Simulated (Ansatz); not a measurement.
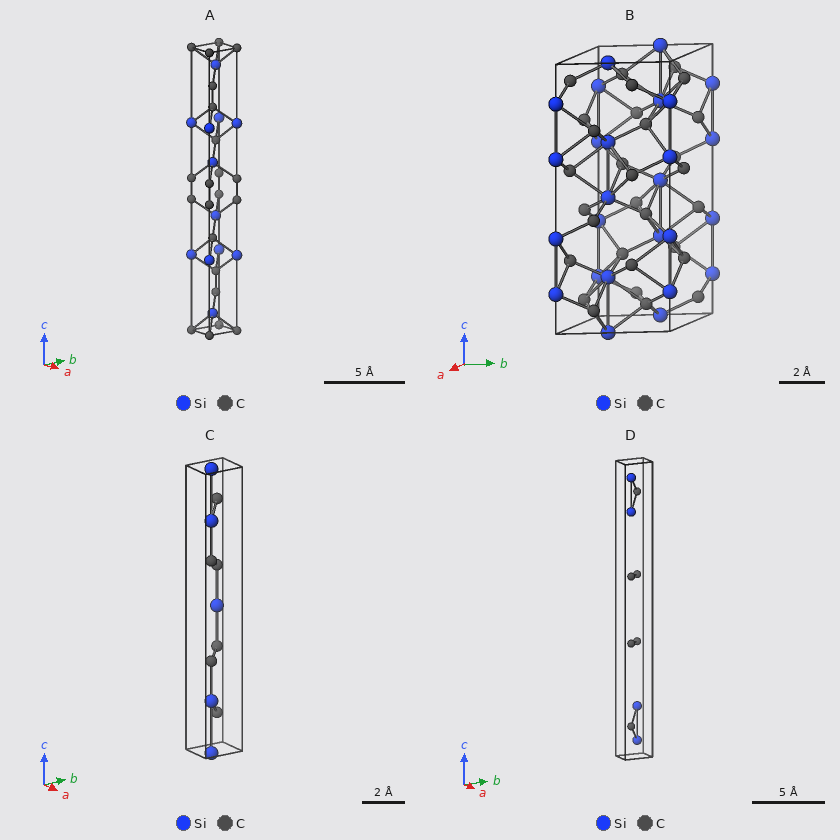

Four structures of Si2C3, each relaxed to rest (conventional cells in solid outline, small ones repeated, each panel with its own scale). Method: Ansatz, DFT PBE, scalar-relativistic, plane waves, PAW, without spin polarisation.

> What are the structures shown?

A: 15 atoms a cell on a rhombohedral (trigonal R) lattice, R-3m; B: 30 atoms a cell on a rhombohedral (trigonal R) lattice, R-3c; C: 10 atoms a cell on a primitive hexagonal lattice, P-6m2; D: 10 atoms a cell on a primitive hexagonal lattice, P-3m1.

> Which of these is lowest in energy, and how far above it do the others lie?

A, then D (+132 meV/atom), C (+149 meV/atom) and B (+656 meV/atom), energies at zero smearing.

> Collect the results in a table.

| panel | structure | E − E(lowest) (meV/atom) | volume (Å³/atom) | gap (eV) |
| --- | --- | --- | --- | --- |
| A | R-3m | 0 | 8.7 | metal |
| D | P-3m1 | 132 | 12.8 | metal |
| C | P-6m2 | 149 | 9.2 | metal |
| B | R-3c | 656 | 9.5 | metal |

Some of these may be structure types tried for this composition rather than known phases, and the most stable form need not be among them. Gaps are taken on the k-mesh or band path of each run.
